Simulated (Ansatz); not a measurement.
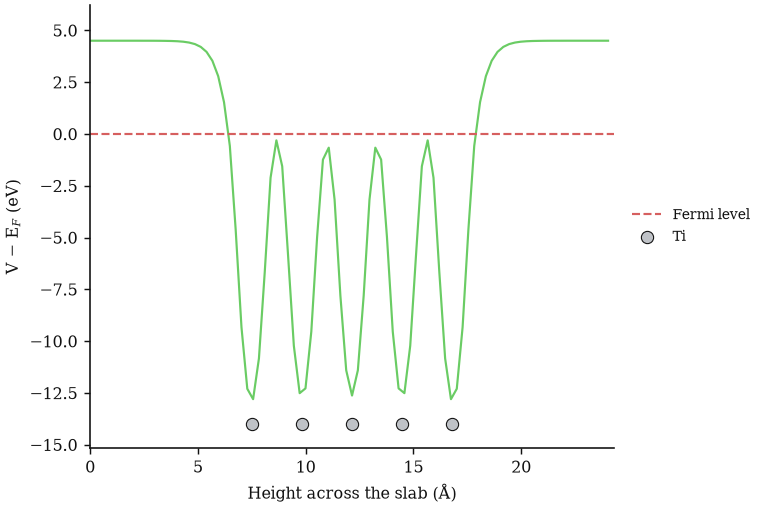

Plane-averaged electrostatic potential energy of an electron across the slab; circles at the bottom mark the heights of the atoms.

Structure: a (001) slab cut from Ti (P6_3/mmc), unrelaxed, 5 atoms in the cell.

Level of theory: DFT PBE, scalar-relativistic, plane waves, PAW, no spin polarisation, 12×12×1 k mesh, 420 eV cutoff, Gaussian smearing of 0.1 eV; code Ansatz.

### What is the work function?

The work function is 4.50 eV, the same on both faces. The two vacuum levels agree, so the slab has no net dipole along its normal.

### How thick are slab and vacuum?

The outermost atoms are 9.3 Å apart, which leaves 15.0 Å of vacuum in a cell 24.3 Å high.

The atoms aren't at rest in this cell (largest force 0.7 eV/Å), so the relaxed material can differ.
